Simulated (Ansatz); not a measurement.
**C$_{5}$H$_{6}$: density, localisation and related maps**

The calculation's input:

```
crystal:
  periodic: [false, false, false]
  atoms:
    - {symbol: C, position_ang: [-1.190900, 0.435600, -0.253200]}
    - {symbol: C, position_ang: [-0.728000, 0.015400, 0.934400]}
    - {symbol: C, position_ang: [0.696000, -0.404800, 0.781800]}
    - {symbol: C, position_ang: [0.975900, -0.162000, -0.664000]}
    - {symbol: C, position_ang: [-0.129400, 0.325400, -1.248800]}
    - {symbol: H, position_ang: [-2.189500, 0.800700, -0.455900]}
    - {symbol: H, position_ang: [-1.275300, -0.023600, 1.866100]}
    - {symbol: H, position_ang: [0.845500, -1.456900, 1.058000]}
    - {symbol: H, position_ang: [1.366100, 0.173100, 1.432000]}
    - {symbol: H, position_ang: [1.927600, -0.357200, -1.138600]}
    - {symbol: H, position_ang: [-0.232600, 0.597500, -2.291400]}
basis:
  gaussian: {orbitals: cc-pVDZ}
hamiltonian: {xc: hf, pseudopotentials: {relativity: scalar}}
accuracy: low
output: {orbitals: {seedname: orbitals}}
```

Launched as:

```sh
ansatz run job.yaml --threads 1 --pin off --max-ram 2610MiB --events-out events.jsonl --progress --plain --runs-dir runs
```

Geometry: PBE0-D4/def2-TZVP.

All numbers below come from isolated molecule in a Gaussian basis; Hartree-Fock (Ansatz).

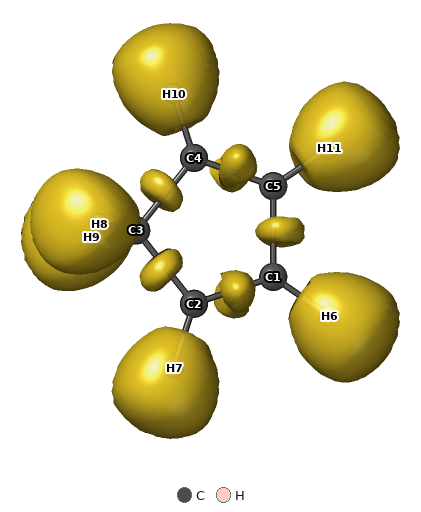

Figure 1. Isosurface of the ELF at 0.85 (yellow), seen across its widest extent. Only the valence region is drawn (cores and ρ < 0.01 e/Å³ removed).

> Where are the electrons localised?

The surface consists of five regions between bonded C–C atoms (shared pairs) and six regions around hydrogen nuclei. Profiles from the grid: C–C (1.34 Å): the ELF peaks at about 0.95 between the atoms: a multiple bond. C–H (1.08 Å): the ELF climbs to about 1 towards the hydrogen, as it does in any bond to H: a covalent bond by its length.

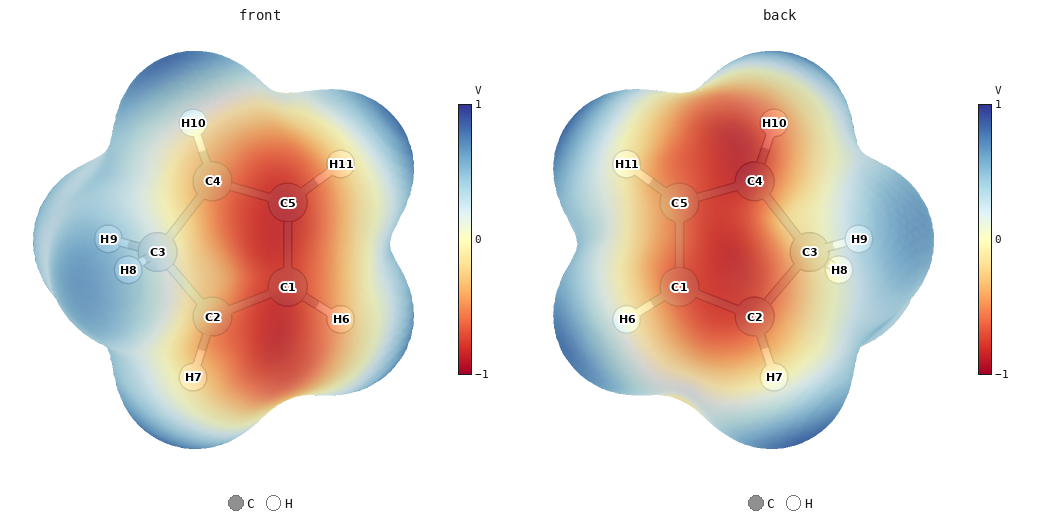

Figure 2. The electrostatic potential painted on the density surface at 0.002 e/bohr³, seen from the front and from behind; the colour scale runs from red (negative) to blue (positive).

> Which sites attract a positive test charge, and which a negative one?

A positive charge is drawn to the negative regions and a negative charge to the positive ones. The most negative region (about −0.9 V) lies over the π face of C1, C2, C4 and C5, the most positive (about +0.8 V) over H6, H7, H10 and H11.

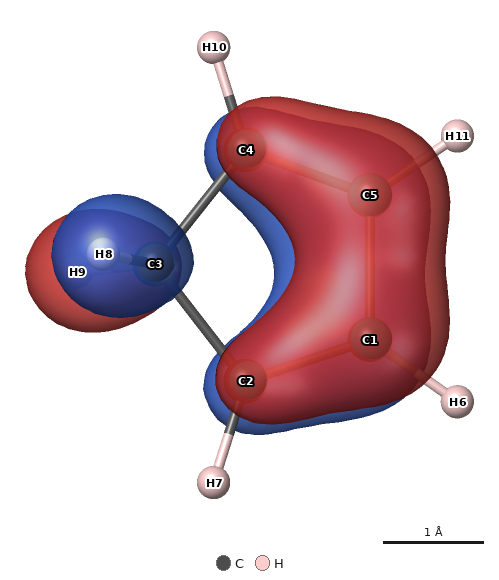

Figure 3. The HOMO−1 at ±0.15 Å⁻³ᐟ² (red and blue are the two phases), seen at an oblique angle.

> Where does this orbital lie, and at what energy?

By Hirshfeld shares it lies mainly on C1 (about 25 %), C5 (about 25 %), C4 (about 10 %), C2 (about 10 %) and C3 (about 10 %). Its energy is −11.18 eV.

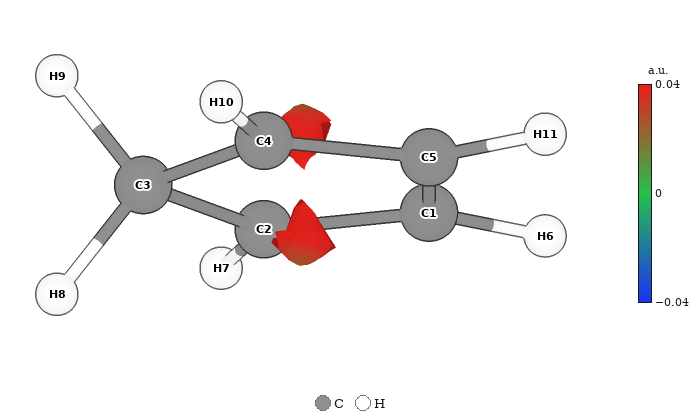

Figure 4. Non-covalent interaction (NCI) plot: the surface where the reduced density gradient is 0.6, for densities under 0.05 a.u., coloured by sign(λ₂)ρ; seen from one side.

> Identify the weak interactions.

Inside the ring or cage of C1, C2, C3, C4 and C5: steric crowding (red) (×2).
